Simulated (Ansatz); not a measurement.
**Geometry relaxation, with input and output: AlN (part 1 of 2)**

The run: geometry relaxation of AlN (4 atoms in the cell). Method and program: DFT PBE, scalar-relativistic, plane waves, PAW, no spin polarisation (Ansatz 0.2.0).

The structure derives from an entry of the Crystallography Open Database.

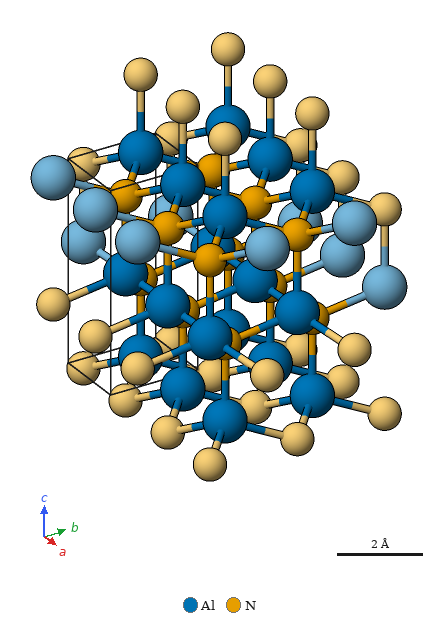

Figure 1. The starting structure (ball-and-stick view of the cell of the calculation, repeated 3 × 2 × 1, seen slightly off an axis; neighbours outside the cell are drawn fainter). Near neighbours in the crystal (not all of them lie inside the picture): Al has 4 N at 1.89 Å; N has 4 Al at 1.89 Å.

Summary

| quantity | value |
| --- | --- |
| outcome | converged |
| space group (tolerance 0.01 Å) | P6₃mc (186) |
| electrons treated | 16 |
| free energy | −1848.5080 eV |
| Fermi energy | 8.960 eV |
| gap on the k-point mesh | 4.03 eV |
| pressure | 0.00 GPa |
| final volume | 42.58 Å³ |
| largest force (length of the vector) at the end | under 0.001 eV/Å |
| final cell | a = 3.130 Å, b = 3.130 Å, c = 5.018 Å, α = 90.00°, β = 90.00°, γ = 120.00° |
| hardware | 2 threads of Intel Xeon @ 2.90GHz (Ice Lake), 64 GiB of memory available, shared host |
| wall time | 11 s (CPU time 18 s) |
| peak memory | 0.39 GiB |

The input
```yaml
crystal:
  lattice:
    - [3.113, 0.0, 0.0]
    - [-1.5565, 2.695937082, 0.0]
    - [0.0, 0.0, 4.981]
  atoms:
    - { symbol: Al, position: [0.3333333333, 0.6666666667, 0.0] }
    - { symbol: Al, position: [0.6666666667, 0.3333333333, 0.5] }
    - { symbol: "N", position: [0.3333333333, 0.6666666667, 0.38] }
    - { symbol: "N", position: [0.6666666667, 0.3333333333, 0.88] }
basis:
  ecutwfc: 420
kpoints:
  mp_grid: { grid: [9, 9, 6] }
hamiltonian:
  xc: pbe
scf:
  occupations: { method: gaussian, width: 0.02 }
output:
  forces: true
  stress: true
  eigenvalues: true
  write_density: true
  write_potential: true
  elf: true
  volumetric_format: npy
relax:
  adjacent_minimum: "off"
  f_tol: 0.005
  max_steps: 80
  cell: { stress_tol: 0.05 }
```

Run as:
```bash
ansatz run input.yaml --threads 2 --pin off --max-ram 5120MiB --backend cpu --events-out ev --progress --plain --runs-dir out
```

What the program printed
```
Engine: ansatz 0.2.0, x86_64-unknown-linux-gnu
Pseudopotentials: kind: paw
Pseudopotential: Al, paw, valence charge 3, recommended cutoff 420 eV (normal), Al.paw.azcp
Pseudopotential: N, paw, valence charge 5, recommended cutoff 420 eV (normal), N.paw.azcp
Functional definition: PBE
  parameter kappa = 0.804
  parameter beta = 0.06672455060314922
  exchange = pbe_x(kappa = kappa, mu = beta*pi^2/3)
  correlation = pbe_c(beta = beta)
Crystal: 4 atoms, lattice volume = 41.803 Å³
Basis set: ecut = 420 eV, 809 PW (Γ), exchange–correlation on 48×48×72 points (8 copies of the dense FFT grid, shifted against one another)
Bands: 12, of which v1, the nominal top of the filled ones, is band 8 counted from 1 (7 counted from 0)
Symmetry: 12 space group operations
Space group: P63mc (ITA 186), of the structure as read, at distance tolerance 3.5e-5 Å
k-points: 48 of 486 (time reversal used)
Non-local potential: Al, projectors of the file, l = 0: 2, l = 1: 2, l = 2: 1
Non-local potential: N, projectors of the file, l = 0: 2, l = 1: 2, l = 2: 1
PAW form: soft (Blöchl's): semilocal exchange-correlation on the pseudo side does not see the compensation charge
PAW one-centre angular grid: Al, 110 points (default); XC on 64 Gauss nodes
PAW one-centre angular grid: N, 110 points (default); XC on 64 Gauss nodes
Initial density: superposition of atomic densities (neutral atoms: chi_scale 0, normalization atom), corrected by the library's trained network
Initial wavefunctions: pseudopotential atomic-orbital guess
Functional: x = pbe(κ = 0.804, μ = 0.2195149727645171), c = pbe(β = 0.06672455060314922)
SCF iter   1: F=—  HF=-1848.497627 eV  |F-HF|=—  |Δ(HF+E_count)|=         —  Δρ=8.36e-4  dr2=1.46e-4  ethr=1.77e-3  ⟨swp⟩=6.2  Hψ=3914  notcnv=0
preconditioner: auto → none  [insulator: Δε(μ)=4.209 eV  Ē_g=13.125 eV  σ=0.020 eV  W_gap=1.00  n_scr=2 (ndim 8)  ℏωp=23.0 eV  f_vac=0.000  D(μ)=0.00/eV (n_scr^D=0)  ε∞_Penn≈4.1]
SCF iter   2: F=—  HF=-1848.497925 eV  |F-HF|=—  |Δ(HF+E_count)|=   2.99e-4  Δρ=3.98e-4  dr2=1.98e-5  ethr=9.15e-7  ⟨swp⟩=2.2  Hψ=1393  notcnv=0
SCF iter   3: F=—  HF=-1848.497781 eV  |F-HF|=—  |Δ(HF+E_count)|=   1.44e-4  Δρ=7.71e-5  dr2=9.62e-7  ethr=1.24e-7  ⟨swp⟩=2.4  Hψ=949  notcnv=0
iter 4 did not close the SCF: its close was put off for the readings that it lacked (scf_convergence_deferred on its scf_iter line)
SCF iter   4: F=-1848.497785 eV  HF=-1848.497784 eV  |F-HF|=1.12e-8  |Δ(HF+E_count)|=   3.01e-6  Δρ=8.96e-6  dr2=1.42e-8  ethr=6.02e-9  ⟨swp⟩=2.0  Hψ=950  notcnv=0
iter 5 did not close the SCF: its close was put off for the readings that it lacked (scf_convergence_deferred on its scf_iter line)
SCF iter   5: F=-1848.497785 eV  HF=-1848.497785 eV  |F-HF|=4.70e-10  |Δ(HF+E_count)|=   1.32e-8  Δρ=1.98e-6  dr2=7.43e-10  ethr=8.87e-11  ⟨swp⟩=2.5  Hψ=956  notcnv=0
SCF iter   6: F=-1848.497785 eV  HF=-1848.497785 eV  |F-HF|=7.96e-12  |Δ(HF+E_count)|=  2.06e-10  Δρ=2.32e-7  dr2=8.38e-12  ethr=4.64e-12  ⟨swp⟩=4.1  Hψ=2783  notcnv=0
SCF 1 converged in 6 iterations: F = -1848.497785 eV  dr2 = 8.38e-12
  greatest PAW one-centre occupation: 0.788 electrons in one spin orbital (limit 2), on the N atom at site 3 (counted from 0), in its partial waves of l = 0
relax step   1: F+E_penalty+E_count = -1848.49778451 eV  Δ(F+E_penalty+E_count) = +0.000e0 eV  max|allowed force component| = 1.292e-1 eV/Å  Δτ_max = 0.0000 Å  P = +3.722 GPa  Ω = 41.803 Å³  (6 SCF iters, accepted)
Crystal: 4 atoms, lattice volume = 42.189 Å³
Basis set: ecut = 420 eV, 833 PW (Γ), exchange–correlation on 48×48×72 points (8 copies of the dense FFT grid, shifted against one another)
Initial density: handed on by an earlier stage of this run
Initial wavefunctions: those handed on with the density
iter 1 solved again at ethr=1.36e-5 eV; its pass at ethr=3.10e-3 eV (dr2=2.18e-3 eV) is discarded
SCF iter   1: F=—  HF=-1848.504660 eV  |F-HF|=—  |Δ(HF+E_count)|=         —  Δρ=2.15e-3  dr2=2.23e-3  ethr=1.36e-5  ⟨swp⟩=1.0  Hψ=3613  notcnv=0
preconditioner: auto → none  [insulator: Δε(μ)=4.115 eV  Ē_g=13.043 eV  σ=0.020 eV  W_gap=1.00  n_scr=2 (ndim 8)  ℏωp=22.9 eV  f_vac=0.000  D(μ)=0.00/eV (n_scr^D=0)  ε∞_Penn≈4.1]
SCF iter   2: F=—  HF=-1848.504013 eV  |F-HF|=—  |Δ(HF+E_count)|=   6.47e-4  Δρ=3.75e-4  dr2=6.76e-5  ethr=1.36e-5  ⟨swp⟩=2.2  Hψ=1019  notcnv=0
SCF iter   3: F=—  HF=-1848.503765 eV  |F-HF|=—  |Δ(HF+E_count)|=   2.49e-4  Δρ=1.40e-4  dr2=5.90e-6  ethr=4.23e-7  ⟨swp⟩=2.0  Hψ=916  notcnv=0
iter 4 did not close the SCF: its close was put off for the readings that it lacked (scf_convergence_deferred on its scf_iter line)
SCF iter   4: F=-1848.503764 eV  HF=-1848.503764 eV  |F-HF|=1.10e-8  |Δ(HF+E_count)|=   5.59e-7  Δρ=8.40e-6  dr2=1.41e-8  ethr=3.69e-8  ⟨swp⟩=2.1  Hψ=963  notcnv=0
iter 5 did not close the SCF: its close was put off for the readings that it lacked (scf_convergence_deferred on its scf_iter line)
SCF iter   5: F=-1848.503764 eV  HF=-1848.503764 eV  |F-HF|=6.85e-10  |Δ(HF+E_count)|=   1.35e-8  Δρ=1.53e-6  dr2=5.18e-10  ethr=8.84e-11  ⟨swp⟩=2.7  Hψ=986  notcnv=0
SCF iter   6: F=-1848.503764 eV  HF=-1848.503764 eV  |F-HF|=5.91e-12  |Δ(HF+E_count)|=  8.15e-10  Δρ=1.78e-7  dr2=1.00e-11  ethr=3.24e-12  ⟨swp⟩=3.9  Hψ=2680  notcnv=0
SCF 2 converged in 6 iterations: F = -1848.503764 eV  dr2 = 1.00e-11
  greatest PAW one-centre occupation: 0.787 electrons in one spin orbital (limit 2), on the N atom at site 2 (counted from 0), in its partial waves of l = 0
relax step   2: F+E_penalty+E_count = -1848.50376403 eV  Δ(F+E_penalty+E_count) = -5.980e-3 eV  max|allowed force component| = 9.147e-2 eV/Å  Δτ_max = 0.0007 Å  P = +1.792 GPa  Ω = 42.189 Å³  energy of the carried Pulay correction = -1.197e-3 eV  (6 SCF iters, dr2 threshold 4.00e-7 eV, accepted)
Crystal: 4 atoms, lattice volume = 42.561 Å³
iter 1 solved again at ethr=1.27e-5 eV; its pass at ethr=3.10e-3 eV (dr2=2.03e-3 eV) is discarded
SCF iter   1: F=—  HF=-1848.506095 eV  |F-HF|=—  |Δ(HF+E_count)|=         —  Δρ=2.07e-3  dr2=2.09e-3  ethr=1.27e-5  ⟨swp⟩=1.0  Hψ=3607  notcnv=0
preconditioner: auto → none  [insulator: Δε(μ)=4.030 eV  Ē_g=12.977 eV  σ=0.020 eV  W_gap=1.00  n_scr=2 (ndim 8)  ℏωp=22.8 eV  f_vac=0.000  D(μ)=0.00/eV (n_scr^D=0)  ε∞_Penn≈4.1]
SCF iter   2: F=—  HF=-1848.505486 eV  |F-HF|=—  |Δ(HF+E_count)|=   6.09e-4  Δρ=3.75e-4  dr2=6.62e-5  ethr=1.27e-5  ⟨swp⟩=2.2  Hψ=1003  notcnv=0
SCF iter   3: F=—  HF=-1848.505230 eV  |F-HF|=—  |Δ(HF+E_count)|=   2.56e-4  Δρ=1.36e-4  dr2=5.56e-6  ethr=4.14e-7  ⟨swp⟩=2.0  Hψ=917  notcnv=0
iter 4 did not close the SCF: its close was put off for the readings that it lacked (scf_convergence_deferred on its scf_iter line)
SCF iter   4: F=-1848.505229 eV  HF=-1848.505229 eV  |F-HF|=1.15e-8  |Δ(HF+E_count)|=   4.68e-7  Δρ=9.85e-6  dr2=2.07e-8  ethr=3.48e-8  ⟨swp⟩=2.1  Hψ=961  notcnv=0
iter 5 did not close the SCF: its close was put off for the readings that it lacked (scf_convergence_deferred on its scf_iter line)
SCF iter   5: F=-1848.505229 eV  HF=-1848.505229 eV  |F-HF|=1.36e-9  |Δ(HF+E_count)|=   1.45e-8  Δρ=2.18e-6  dr2=9.74e-10  ethr=1.30e-10  ⟨swp⟩=2.8  Hψ=1006  notcnv=0
SCF iter   6: F=-1848.505229 eV  HF=-1848.505229 eV  |F-HF|=1.14e-11  |Δ(HF+E_count)|=   1.58e-9  Δρ=1.86e-7  dr2=1.09e-11  ethr=6.09e-12  ⟨swp⟩=4.3  Hψ=2724  notcnv=0
SCF 3 converged in 6 iterations: F = -1848.505229 eV  dr2 = 1.09e-11
  greatest PAW one-centre occupation: 0.787 electrons in one spin orbital (limit 2), on the N atom at site 3 (counted from 0), in its partial waves of l = 0
relax step   3: F+E_penalty+E_count = -1848.50522908 eV  Δ(F+E_penalty+E_count) = -1.465e-3 eV  max|allowed force component| = 3.164e-2 eV/Å  Δτ_max = 0.0017 Å  P = +0.003 GPa  Ω = 42.561 Å³  energy of the carried Pulay correction = -2.341e-3 eV  (6 SCF iters, dr2 threshold 4.00e-7 eV, accepted)
Crystal: 4 atoms, lattice volume = 42.558 Å³
iter 1 solved again at ethr=1.92e-7 eV; its pass at ethr=3.10e-3 eV (dr2=3.07e-5 eV) is discarded
SCF iter   1: F=—  HF=-1848.505568 eV  |F-HF|=—  |Δ(HF+E_count)|=         —  Δρ=2.62e-4  dr2=3.22e-5  ethr=1.92e-7  ⟨swp⟩=2.8  Hψ=3787  notcnv=0
preconditioner: auto → none  [insulator: Δε(μ)=4.035 eV  Ē_g=12.990 eV  σ=0.020 eV  W_gap=1.00  n_scr=2 (ndim 8)  ℏωp=22.8 eV  f_vac=0.000  D(μ)=0.00/eV (n_scr^D=0)  ε∞_Penn≈4.1]
SCF iter   2: F=—  HF=-1848.505318 eV  |F-HF|=—  |Δ(HF+E_count)|=   2.49e-4  Δρ=9.12e-5  dr2=3.01e-6  ethr=1.92e-7  ⟨swp⟩=2.8  Hψ=941  notcnv=0
SCF iter   3: F=—  HF=-1848.505318 eV  |F-HF|=—  |Δ(HF+E_count)|=   3.65e-7  Δρ=2.26e-5  dr2=9.81e-8  ethr=1.88e-8  ⟨swp⟩=2.2  Hψ=935  notcnv=0
iter 4 did not close the SCF: its close was put off for the readings that it lacked (scf_convergence_deferred on its scf_iter line)
SCF iter   4: F=-1848.505318 eV  HF=-1848.505318 eV  |F-HF|=4.09e-12  |Δ(HF+E_count)|=   3.06e-8  Δρ=1.46e-6  dr2=4.28e-10  ethr=6.13e-10  ⟨swp⟩=1.9  Hψ=905  notcnv=0
iter 5 did not close the SCF: its close was put off for the readings that it lacked (scf_convergence_deferred on its scf_iter line)
SCF iter   5: F=-1848.505318 eV  HF=-1848.505318 eV  |F-HF|=3.87e-12  |Δ(HF+E_count)|=  1.38e-10  Δρ=4.17e-7  dr2=3.95e-11  ethr=2.68e-12  ⟨swp⟩=2.0  Hψ=876  notcnv=0
SCF iter   6: F=-1848.505318 eV  HF=-1848.505318 eV  |F-HF|=6.82e-13  |Δ(HF+E_count)|=  1.05e-11  Δρ=5.53e-8  dr2=4.74e-13  ethr=1.00e-12  ⟨swp⟩=4.0  Hψ=2388  notcnv=0
SCF 4 converged in 6 iterations: F = -1848.505318 eV  dr2 = 4.74e-13
relax step   4: F+E_penalty+E_count = -1848.50531811 eV  Δ(F+E_penalty+E_count) = -8.904e-5 eV  max|allowed force component| = 1.046e-3 eV/Å  Δτ_max = 0.0017 Å  P = -0.003 GPa  Ω = 42.558 Å³  energy of the carried Pulay correction = -2.334e-3 eV  (6 SCF iters, accepted)
iter 1 solved again at ethr=2.17e-9 eV; its pass at ethr=3.10e-3 eV (dr2=3.47e-7 eV) is discarded
SCF iter   1: F=—  HF=-1848.505559 eV  |F-HF|=—  |Δ(HF+E_count)|=         —  Δρ=3.80e-5  dr2=5.02e-7  ethr=2.17e-9  ⟨swp⟩=2.2  Hψ=3924  notcnv=0
preconditioner: auto → none  [insulator: Δε(μ)=4.037 eV  Ē_g=12.990 eV  σ=0.020 eV  W_gap=1.00  n_scr=2 (ndim 8)  ℏωp=22.8 eV  f_vac=0.000  D(μ)=0.00/eV (n_scr^D=0)  ε∞_Penn≈4.1]
SCF iter   2: F=—  HF=-1848.505321 eV  |F-HF|=—  |Δ(HF+E_count)|=   2.38e-4  Δρ=1.74e-5  dr2=9.01e-8  ethr=2.17e-9  ⟨swp⟩=2.0  Hψ=942  notcnv=0
iter 3 did not close the SCF: its close was put off for the readings that it lacked (scf_convergence_deferred on its scf_iter line)
SCF iter   3: F=-1848.505321 eV  HF=-1848.505321 eV  |F-HF|=2.18e-10  |Δ(HF+E_count)|=   1.00e-8  Δρ=2.12e-6  dr2=1.06e-9  ethr=5.63e-10  ⟨swp⟩=2.1  Hψ=960  notcnv=0
iter 4 did not close the SCF: its close was put off for the readings that it lacked (scf_convergence_deferred on its scf_iter line)
SCF iter   4: F=-1848.505321 eV  HF=-1848.505321 eV  |F-HF|=8.19e-11  |Δ(HF+E_count)|=  3.17e-10  Δρ=8.12e-7  dr2=1.03e-10  ethr=6.64e-12  ⟨swp⟩=2.0  Hψ=941  notcnv=0
iter 5 did not close the SCF: its close was put off for the readings that it lacked (scf_convergence_deferred on its scf_iter line)
SCF iter   5: F=-1848.505321 eV  HF=-1848.505321 eV  |F-HF|=3.18e-12  |Δ(HF+E_count)|=  9.09e-11  Δρ=1.30e-7  dr2=5.44e-12  ethr=1.00e-12  ⟨swp⟩=2.0  Hψ=959  notcnv=0
SCF iter   6: F=-1848.505321 eV  HF=-1848.505321 eV  |F-HF|=4.55e-13  |Δ(HF+E_count)|=  4.55e-13  Δρ=2.28e-8  dr2=1.55e-13  ethr=1.00e-12  ⟨swp⟩=3.9  Hψ=2247  notcnv=0
SCF 5 converged in 6 iterations: F = -1848.505321 eV  dr2 = 1.55e-13
relax step   5: F+E_penalty+E_count = -1848.50532095 eV  Δ(F+E_penalty+E_count) = -2.834e-6 eV  max|allowed force component| = 1.442e-4 eV/Å  Δτ_max = 0.0002 Å  P = +0.001 GPa  Ω = 42.558 Å³  energy of the carried Pulay correction = -2.335e-3 eV  (6 SCF iters, accepted)
Initial wavefunctions: pseudopotential atomic-orbital guess (no wavefunctions were taken with the density)
iter 1 solved again at ethr=1.44e-8 eV; its pass at ethr=3.10e-3 eV (dr2=2.30e-6 eV) is discarded
SCF iter   1: F=—  HF=-1848.508091 eV  |F-HF|=—  |Δ(HF+E_count)|=         —  Δρ=1.07e-4  dr2=6.99e-7  ethr=1.44e-8  ⟨swp⟩=3.1  Hψ=5599  notcnv=0
preconditioner: auto → none  [insulator: Δε(μ)=4.038 eV  Ē_g=12.990 eV  σ=0.020 eV  W_gap=1.00  n_scr=2 (ndim 8)  ℏωp=22.8 eV  f_vac=0.000  D(μ)=0.00/eV (n_scr^D=0)  ε∞_Penn≈4.1]
SCF iter   2: F=—  HF=-1848.507855 eV  |F-HF|=—  |Δ(HF+E_count)|=   2.36e-4  Δρ=5.03e-5  dr2=1.26e-7  ethr=4.37e-9  ⟨swp⟩=2.0  Hψ=960  notcnv=0
SCF iter   3: F=—  HF=-1848.507855 eV  |F-HF|=—  |Δ(HF+E_count)|=   7.58e-7  Δρ=9.25e-6  dr2=5.62e-9  ethr=7.89e-10  ⟨swp⟩=2.0  Hψ=960  notcnv=0
SCF iter   4: F=—  HF=-1848.507855 eV  |F-HF|=—  |Δ(HF+E_count)|=   2.61e-8  Δρ=1.09e-6  dr2=1.43e-10  ethr=3.51e-11  ⟨swp⟩=2.0  Hψ=960  notcnv=0
iter 5 did not close the SCF: its close was put off for the readings that it lacked (scf_convergence_deferred on its scf_iter line)
SCF iter   5: F=-1848.507855 eV  HF=-1848.507855 eV  |F-HF|=9.09e-13  |Δ(HF+E_count)|=  2.32e-10  Δρ=8.35e-8  dr2=8.10e-13  ethr=1.00e-12  ⟨swp⟩=2.7  Hψ=996  notcnv=0
SCF iter   6: F=-1848.507855 eV  HF=-1848.507855 eV  |F-HF|=0.00e0  |Δ(HF+E_count)|=  9.09e-13  Δρ=2.09e-8  dr2=5.22e-14  ethr=1.00e-12  ⟨swp⟩=3.0  Hψ=2138  notcnv=0
SCF 6 converged in 6 iterations: F = -1848.507855 eV  dr2 = 5.22e-14
relax step   6: F+E_penalty+E_count = -1848.50785550 eV  Δ(F+E_penalty+E_count) = -2.535e-3 eV  max|allowed force component| = 2.252e-4 eV/Å  Δτ_max = 0.0000 Å  P = +0.104 GPa  Ω = 42.558 Å³  stress off target by 1.06e-1 GPa  SCF on the basis re-selected at this cell (its energy is not comparable with the rows above)  (6 SCF iters)
basis re-selected at this cell: Δ(F+E_penalty+E_count) = -2.535e-3 eV, ΔP = +0.103 GPa vs the last step (what re-selecting the basis moved, of the pressure what is left beyond the Pulay correction that the steps carried, after the strain that the cell walked since its last selection, with what the two solves' SCF thresholds leave and, on support functions, any second-order correction that the steps lacked; it is no measure of the basis error at this ecutwfc). This SCF's stress stands 1.06e-1 GPa from its target on what of the cell is left free (relax.cell.stress_tol is 5.00e-2 GPa) and its largest allowed force component is 2.25e-4 eV/Å (relax.f_tol is 5.00e-3 eV/Å): not within both, so this SCF does not close the relaxation
Crystal: 4 atoms, lattice volume = 42.581 Å³
iter 1 solved again at ethr=4.23e-8 eV; its pass at ethr=3.10e-3 eV (dr2=6.76e-6 eV) is discarded
```
